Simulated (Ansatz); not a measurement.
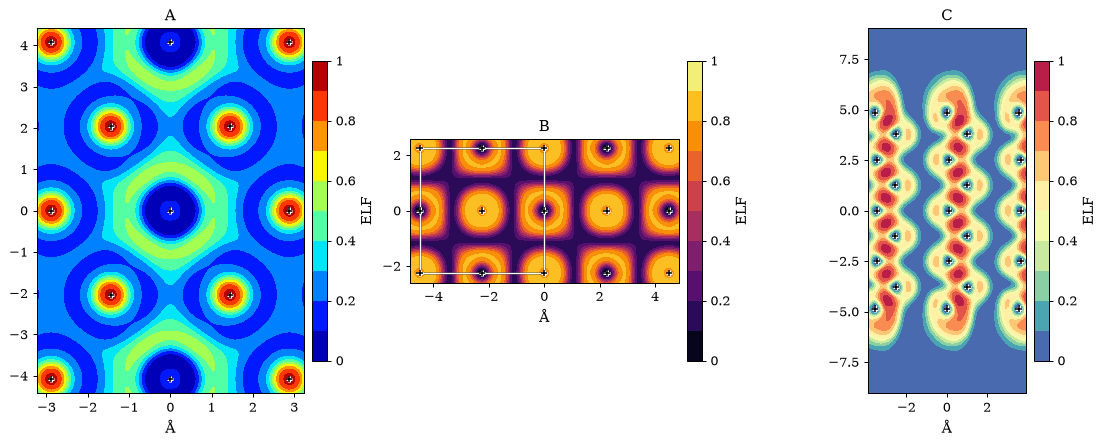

The ELF of 3 systems, each on a plane through atoms (crosses mark nuclei in the plane).

The calculation used DFT PBEsol, scalar-relativistic, plane waves, PAW in Ansatz 0.2.0.

System 1: AlCu$_{3}$, the (101) plane of the conventional cell. Space group Fm-3m; a structure from a database of computed crystals, not necessarily the ambient phase; computed without spin polarisation.

System 2: C (slab), the (100) plane of the calculation cell, a cut from vacuum to vacuum. 

```cif
data_structure
_symmetry_space_group_name_H-M 'P 1'
_symmetry_Int_Tables_number 1
_cell_length_a 2.5129
_cell_length_b 3.5538
_cell_length_c 25.0517
_cell_angle_alpha 90.000
_cell_angle_beta 90.000
_cell_angle_gamma 90.000
_cell_volume 223.72
loop_
_atom_site_label
_atom_site_type_symbol
_atom_site_fract_x
_atom_site_fract_y
_atom_site_fract_z
_atom_site_occupancy
C1 C 0.50000 0.02948 0.30625 1
C2 C 0.00000 0.22052 0.30625 1
C3 C 0.00000 0.50974 0.34839 1
C4 C 0.50000 0.74026 0.34839 1
C5 C 0.50000 0.00082 0.39979 1
C6 C 0.00000 0.24918 0.39979 1
C7 C 0.00000 0.50041 0.44977 1
C8 C 0.50000 0.74959 0.44977 1
C9 C 0.50000 0.00018 0.50000 1
C10 C 0.00000 0.24982 0.50000 1
C11 C 0.00000 0.50041 0.55023 1
C12 C 0.50000 0.74959 0.55023 1
C13 C 0.50000 0.00082 0.60021 1
C14 C 0.00000 0.24918 0.60021 1
C15 C 0.00000 0.50974 0.65161 1
C16 C 0.50000 0.74026 0.65161 1
C17 C 0.50000 0.02948 0.69375 1
C18 C 0.00000 0.22052 0.69375 1
```

System 3: HfN, the (010) plane of the conventional cell. Space group Fm-3m; computed without spin polarisation.

```yaml
crystal:
  lattice:
    - [4.50155, 0.00000, 0.00000]
    - [0.00000, 4.50155, 0.00000]
    - [0.00000, 0.00000, 4.50155]
  atoms:
    - { symbol: Hf, position: [0.00000, 0.00000, 0.00000] }
    - { symbol: Hf, position: [0.50000, 0.50000, 0.00000] }
    - { symbol: Hf, position: [0.50000, 0.00000, 0.50000] }
    - { symbol: Hf, position: [0.00000, 0.50000, 0.50000] }
    - { symbol: N, position: [0.50000, 0.00000, 0.00000] }
    - { symbol: N, position: [0.00000, 0.50000, 0.00000] }
    - { symbol: N, position: [0.00000, 0.00000, 0.50000] }
    - { symbol: N, position: [0.50000, 0.50000, 0.50000] }
```

### Which map belongs to which system?

Panel A is system 1, AlCu$_{3}$: the plane holds Al and Cu. Al–Cu (2.50 Å): the ELF is about 0.40 at the midpoint. Panel B is system 3, HfN: the plane holds Hf and N. Hf–N (2.25 Å): the ELF peaks at about 0.80 in the valence shell of N, 0.6 Å from its nucleus, and drops to about 0.15 between the two atoms; no localised pair shows between them. Panel C is system 2, C: the plane holds C. C–C (1.47 Å): the ELF peaks at about 0.95 between the atoms.
